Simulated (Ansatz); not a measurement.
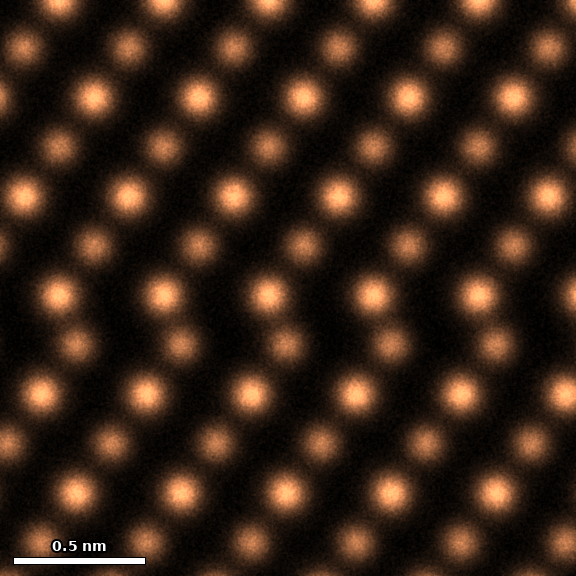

Integrated-DPC-like image of RbCl (Fm-3m, No. 225) along [110]. Simulated as the projected potential of neutral atoms (B = 0.5 Å²) blurred by a 0.82 Å probe, the thin-sample limit of integrated differential phase contrast. Shot noise was added.

One planar defect was built into the perfect crystal by geometry alone, without relaxation. Host structure: the input geometry of an electronic-structure calculation (not necessarily at equilibrium).

Where does the periodic pattern break, and how?

Answer. A planar fault (a stacking fault or antiphase boundary) runs horizontally about 12 Å below the top edge. The part above it is shifted along the boundary by 1/2 of the 4.01 Å repeat of the rows (2.0 Å to the right, the same as to the left); both parts keep the same orientation.
